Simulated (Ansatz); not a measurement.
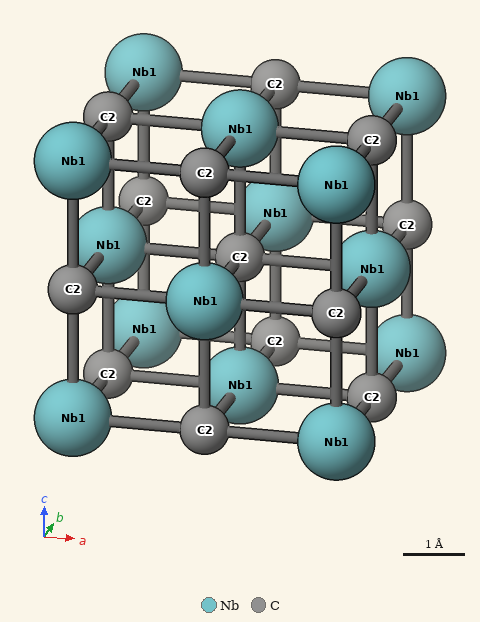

Fig. 1: The structure (ball-and-stick view of the cell 4 times as large as that of the calculation, set on its symmetry axes, seen at an oblique angle; atoms are numbered from 1 in the order of the input).

## Run report: NbC, single-point calculation

The run: single-point calculation of NbC (Fm-3m, 2 atoms in the cell). Method and program: DFT PBE, spin-orbit coupling, plane waves, PAW (Ansatz 0.2.0).

The structure derives from an entry of the Crystallography Open Database. Figures and captions count atoms from 1; the log counts them from 0 in places.

## Output
```
scf.n_extra_bands = 23 over 17 filled bands (N_el = 17.0): the run solves 40 bands
Engine: ansatz 0.2.0, aarch64-unknown-linux-gnu
Pseudopotentials: kind: paw_fr
Pseudopotential: Nb, paw_fr, valence charge 13, recommended cutoff 420 eV (normal), Nb.paw.azcp#standard-fr
Pseudopotential: C, paw_fr, valence charge 4, recommended cutoff 420 eV (normal), C.paw.azcp#standard-fr
Functional definition: PBE
  parameter kappa = 0.804
  parameter beta = 0.06672455060314922
  exchange = pbe_x(kappa = kappa, mu = beta*pi^2/3)
  correlation = pbe_c(beta = beta)
non-collinear run that drives no moment, with spin-orbit: no starting moment large enough to seed its density (crystal.atoms[].spin), no starting occupations that ask for one, no magnetisation constraint and no magnetic field, so the semilocal B_xc is pinned to zero
Crystal: 2 atoms, lattice volume = 22.554 Å³
Basis set: ecut = 420 eV, 459 PW (Γ), exchange–correlation on 48×48×48 points (8 copies of the dense FFT grid, shifted against one another)
Bands: 40, of which v1, the nominal top of the filled ones, is band 17 counted from 1 (16 counted from 0)
Symmetry: 48 space group operations + 48 with time reversal
Magnetic group: BNS 225.117 (UNI 1619), of the structure as read, at distance tolerance 2.8e-5 Å
k-points: 104 of 2744
Projection manifold: j_resolved (fully-relativistic pseudo-atomic orbitals)
Non-local potential: Nb, projectors of the file, l = 0: 3, l = 1: 4, l = 2: 4, l = 3: 2
Non-local potential: C, projectors of the file, l = 0: 2, l = 1: 4, l = 2: 2
PAW form: soft (Blöchl's): semilocal exchange-correlation on the pseudo side does not see the compensation charge
PAW one-centre angular grid: Nb, 590 points (default); XC on 64 Gauss nodes
PAW one-centre angular grid: C, 110 points (default); XC on 64 Gauss nodes
Initial density: read from a saved state, or passed on in memory by an earlier SCF of this step, an earlier step, the calling program or the single point that the run made first
Stability of the state it starts from, as read at its close in the noncollinear treatment: not read negative (Ritz values of 1 − χ₀K, real part plus size of imaginary part, from 0.92 to 1.0, by its mixing steps under the symmetry group of the SCF that read it)
Initial wavefunctions: pseudopotential atomic-orbital guess
Functional: x = pbe(κ = 0.804, μ = 0.2195149727645171), c = pbe(β = 0.06672455060314922)
iter 1 solved again at ethr=6.28e-7 eV; its pass at ethr=3.10e-3 eV (dr2=1.07e-4 eV) is discarded
SCF iter   1: F=—  HF=-4805.316274 eV  |F-HF|=—  |Δ(HF+E_count)|=         —  Δρ=1.76e-6  dr2=4.80e-10  dr2_m=0.00e0 (ungated)  ethr=6.28e-7  |M|=0.00e0 ∫|m|=0.00e0 μB  |m|>n=0.0e0 m-floor=0.0e0 τ_xc=0.0e0  β_m=0.30  ⟨swp⟩=4.7  Hψ=14816  notcnv=0
eigensolver tolerance schedule: the retry pair's looser diagonalisation over-reported the residual by 222042.28 of it (diagonalisation noise at an unbounded share of the residual, at the tolerance the schedule requests for it); recorded, not acted on — ethr = c·dr2/N_el stays at c = 1.0e-1
preconditioner: auto → none  [insulator: Δε(μ)=0.112 eV  Ē_g=17.419 eV  σ=0.050 eV  W_gap=0.57  n_scr=8 (ndim 8)  ℏωp=23.5 eV  f_vac=0.000  D(μ)=1.31/eV (n_scr^D=14)  ε∞_Penn≈2.8]
SCF iter   2: F=—  HF=-4805.316275 eV  |F-HF|=—  |Δ(HF+E_count)|=   1.39e-6  Δρ=3.71e-7  dr2=2.56e-11  dr2_m=0.00e0 (ungated)  ethr=2.83e-12  |M|=0.00e0 ∫|m|=0.00e0 μB  |m|>n=0.0e0 m-floor=0.0e0 τ_xc=0.0e0  β_m=0.29  ⟨swp⟩=10.3  Hψ=11423  notcnv=0
SCF iter   3: F=-4805.316275 eV  HF=-4805.316275 eV  |F-HF|=6.37e-12  |Δ(HF+E_count)|=  7.28e-12  Δρ=2.34e-7  dr2=8.27e-12  dr2_m=0.00e0 (ungated)  ethr=1.00e-12  |M|=0.00e0 ∫|m|=0.00e0 μB  |m|>n=0.0e0 m-floor=0.0e0 τ_xc=0.0e0  ⟨swp⟩=3.0  Hψ=6391  notcnv=0
SCF 1 converged in 3 iterations: F = -4805.316275 eV  dr2 = 8.27e-12
  greatest PAW one-centre occupation: 0.998 electrons in one spin orbital (limit 2), on the Nb atom at site 0 (counted from 0), in its partial waves of l = 0
NSCF: frozen V_eff on 62 k-points
NSCF: frozen V_eff on 286 k-points
SCF converged after 3 iterations
Magnetization: |M| = 0.0000 μB,  M = (+0.0000, +0.0000, +0.0000) μB
Absolute magnetization: 0.0000 μB (∫|m|)
  site 0: m = (+0.0000, +0.0000, +0.0000) μB, |m| = 0.0000 μB  (R = 0.93 Å)
  site 1: m = (+0.0000, +0.0000, +0.0000) μB, |m| = 0.0000 μB  (R = 0.93 Å)
Free energy (F): -4805.316275 eV
Harris-Foulkes:  -4805.316275 eV  (|F-HF|=6.37e-12)
Internal energy: -4805.314641 eV  (E = F + TS)
E sigma→0 (E₀):  -4805.315458 eV
Entropy (-TS):   -0.001634 eV (-0.817 meV/atom)
Fermi energy:    18.669737 eV
--- Per-component energies (eV) ---
  E_band       = -36.484041
  E_kinetic    = 483.793932
  E_local      = -707.046080  (includes V_loc(G=0)·N_el)
  E_nonlocal   = 143.683046
  E_hartree    = 214.973219
  E_xc         = -224.944552
  E_vxc        = -274.365984  (∫ρ·V_xc dr)
  E_paw        = -3172.205580  (= ΣΔE_a)
  E_vpaw       = -112.495348  (= ΣTr[D̂ρ^β])
  E_aug_tail   = 0.000017  (compensation charges beyond the density's cutoff)
  E_ewald      = -1543.568645
  E_smearing   = -0.001634  (= −TS)
  E_closure    = 0.000000  (closes the sum)
  Σ components = -4805.316275   (vs F -4805.316275, Δ=0.00e0)
--- Forces (eV/Å), atoms counted from 1 ---
  atom   1  Nb    -0.00000000     0.00000000    -0.00000000
  atom   2  C      0.00000000    -0.00000000    -0.00000000
  max |Σ_I F_I| component: 2.76e-29 eV/Å
--- Stress (GPa, compression-positive) ---
       -0.000015      -0.000000       0.000000
       -0.000000      -0.000015      -0.000000
        0.000000       0.000000      -0.000015
  P = ⅓ Tr σ = -0.0000 GPa (-0.000 kbar)
--- Band table (eV; the first three rows and the last of 104) ---
  k-point 0: bands = ["-37.1462", "-37.1462", "-14.3550", "-14.3550", "-12.2056", "-12.2056", "-12.2056", "-12.2056", "5.1969", "5.1969", "17.2602", "17.2602", "17.2602", "17.2602", "17.3586", "17.3586", "18.3081", "18.3081", "18.3786", "18.3786", "18.3786", "18.3786", "18.9390", "18.9390", "18.9390", "18.9390", "26.0812", "26.0812", "28.5313", "28.5313", "40.5537", "40.5537", "40.5537", "40.5537", "40.6859", "40.6859", "43.9895", "43.9895", "44.6406", "44.6406"]
  k-point 1: bands = ["-37.1412", "-37.1412", "-14.3696", "-14.3696", "-12.2376", "-12.2376", "-12.2098", "-12.2098", "5.3243", "5.3243", "16.7152", "16.7152", "16.9976", "16.9976", "17.0697", "17.0697", "17.7405", "17.7405", "17.7885", "17.7885", "18.6826", "18.6826", "20.0379", "20.0379", "20.0444", "20.0444", "26.3218", "26.3218", "28.8389", "28.8389", "39.5400", "39.5400", "40.0247", "40.0247", "40.0644", "40.0644", "44.0814", "44.0814", "44.4696", "44.4696"]
  k-point 2: bands = ["-37.1271", "-37.1271", "-14.4118", "-14.4118", "-12.3246", "-12.3246", "-12.2215", "-12.2215", "5.6914", "5.6914", "15.6679", "15.6679", "16.0693", "16.0693", "16.1066", "16.1066", "17.9628", "17.9628", "17.9783", "17.9783", "19.0991", "19.0991", "21.5151", "21.5151", "21.5204", "21.5204", "26.9116", "26.9116", "29.6476", "29.6476", "37.8141", "37.8141", "38.5186", "38.5186", "38.5780", "38.5780", "43.8874", "43.8874", "44.0882", "44.0882"]
  k-point 103: bands = ["-37.0095", "-37.0095", "-14.7319", "-14.7319", "-12.7409", "-12.7409", "-12.5818", "-12.5818", "7.2798", "7.2798", "14.1055", "14.1055", "14.1555", "14.1555", "14.3319", "14.3319", "19.5547", "19.5547", "20.5968", "20.5968", "21.7752", "21.7752", "23.4273", "23.4273", "24.1188", "24.1188", "31.0311", "31.0311", "31.7004", "31.7004", "32.0034", "32.0034", "35.4708", "35.4708", "37.7297", "37.7297", "37.9859", "37.9859", "41.8491", "41.8491"]
--- Löwdin populations: 2 sites ---
  site symbol       q [e]
     0     Nb     12.3075
     1      C      4.6457
  spilling = 0.002752 (of n_electrons = 17.000000)
```

## File populations.tsv
```
# site	symbol	l	j	q
# orbitals = lowdin
# n_electrons = 17.000000
# spilling = 0.002752
0	Nb	0_4S	0.5	1.898907
0	Nb	0_5S	0.5	0.463611
0	Nb	1_4P	0.5	1.994403
0	Nb	1_4P	1.5	3.987201
0	Nb	2_4D	1.5	1.610933
0	Nb	2_4D	2.5	2.352454
1	C	0_2S	0.5	1.276058
1	C	1_2P	0.5	1.127742
1	C	1_2P	1.5	2.241914
```

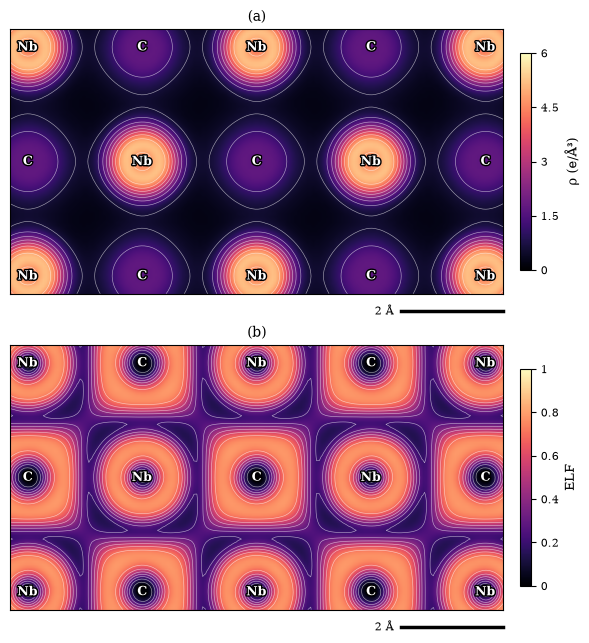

Fig. 2: (a) valence pseudo-density; (b) electron localisation function on the (010) plane of the conventional cell. Atoms in the plane: Nb and C. Nb–C (2.24 Å): ρ is about 0.55 e/Å³ halfway; the ELF is about 0.25 at the midpoint (no shared pair; the contact is polar). Away from the nuclei the density in this plane falls to 0.23 e/Å³ at its lowest. The strong features right at Nb lie inside the PAW spheres (semicore, d or f shells) and say nothing about bonding. In a PAW calculation such maps are meaningful between the atoms, not at the nuclei.

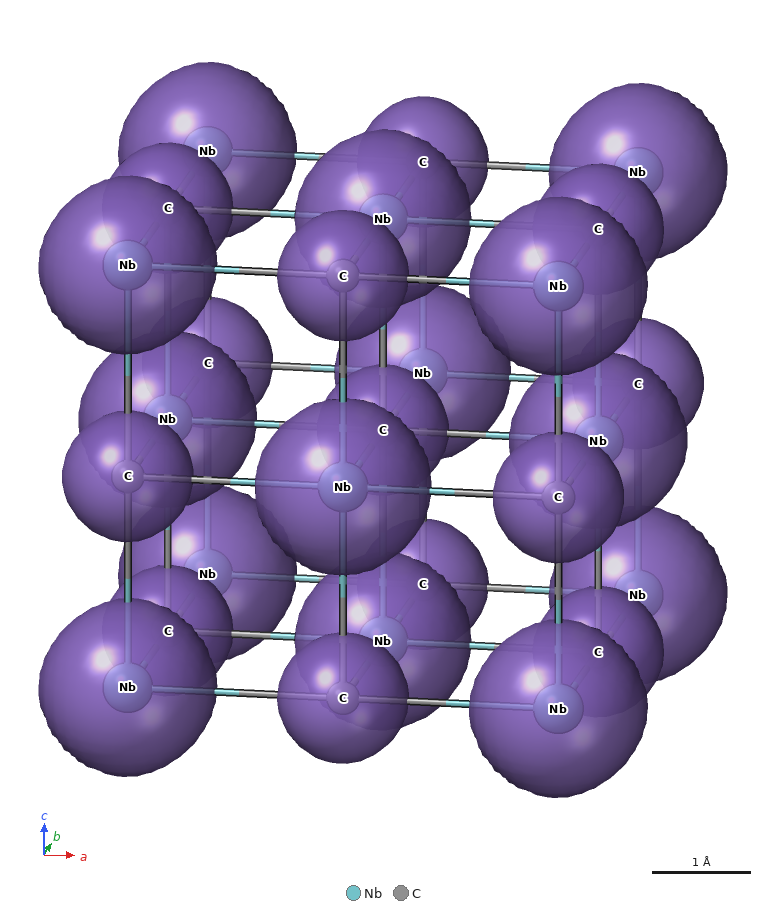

Fig. 3: Isosurface of the valence electron density at 1 e/Å³ (purple), seen slightly off an axis. Sticks mark near contacts. The outline is the cell set on symmetry axes. At this value the density breaks into separate islands; it holds about 55 % of the electrons treated as valence (semicore included). It is pinched off along the Nb–C (2.24 Å) contacts. On the grid the lowest density along these lines, outside the cores, is 0.54 e/Å³ (Nb–C, 2.24 Å).

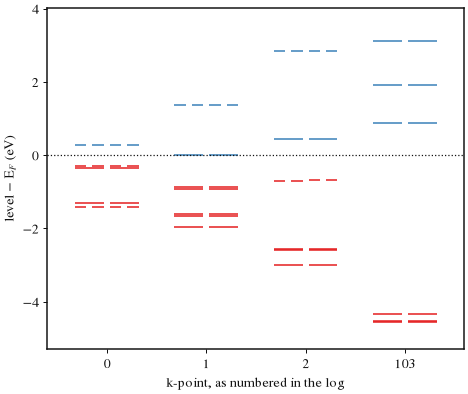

Fig. 4: Kohn–Sham levels near the Fermi level (dotted) at the few k-points that the log prints; levels within 0.02 eV of each other stand side by side. The system is metallic on the full mesh.

This output came from the following input.

## Input
```yaml
crystal:
  lattice:
    - [0.0, 2.2424845985, 2.2424845985]
    - [2.2424845985, 0.0, 2.2424845985]
    - [2.2424845985, 2.2424845985, 0.0]
  atoms:
    - { symbol: Nb, position: [0.0, 0.0, 0.0] }
    - { symbol: C, position: [0.5, 0.5, 0.5] }
basis:
  ecutwfc: 420
  ecutrho_ratio: 4
kpoints:
  mp_grid: { grid: [14, 14, 14] }
  band_path:
    path:
      - [[0.0, 0.0, 0.0], [0.5, 0.0, 0.5], [0.625, 0.25, 0.625]]
      - [[0.375, 0.375, 0.75], [0.0, 0.0, 0.0], [0.5, 0.5, 0.5], [0.5, 0.25, 0.75], [0.5, 0.0, 0.5]]
    npoints: 10
hamiltonian:
  xc: pbe
scf:
  occupations: { method: gaussian, width: 0.05 }
  n_extra_bands: 23
output:
  forces: true
  stress: true
  eigenvalues: true
  populations: true
  dos: { projected: true, de: 0.02, nscf_kmesh: { grid: [21, 21, 21] } }
  bader: false
  write_density: true
  write_potential: true
  elf: true
  volumetric_format: npy
magnetization:
  noncollinear: true
  spin_orbit: true
checkpoint:
  read: start.run
  write: ck
  compress: false
  write_wavefunctions: false
  write_every: 100000
```

Command:
```bash
ansatz run input.yaml --threads 4 --pin off --max-ram 7168MiB --backend cpu --events-out ev --progress --plain --runs-dir out
```

## Key numbers

```json
{"quantity": "outcome", "value": "converged"}
{"quantity": "space group (tolerance 0.01 Å)", "value": "Fm-3m (225)"}
{"quantity": "electrons treated", "value": "17"}
{"quantity": "free energy", "value": "−4805.3163 eV"}
{"quantity": "Fermi energy", "value": "18.670 eV"}
{"quantity": "gap on the k-point mesh", "value": "none (metallic)"}
{"quantity": "net moment of the cell", "value": "0.00 μB"}
{"quantity": "integrated absolute moment", "value": "0.00 μB"}
{"quantity": "pressure", "value": "0.00 GPa"}
{"quantity": "largest force (length of the vector)", "value": "under 0.001 eV/Å"}
{"quantity": "hardware", "value": "4 threads of Arm Neoverse V1, 24 GiB of memory available, shared host"}
{"quantity": "wall time", "value": "20 s (CPU time 79 s)"}
{"quantity": "peak memory", "value": "0.56 GiB"}
```
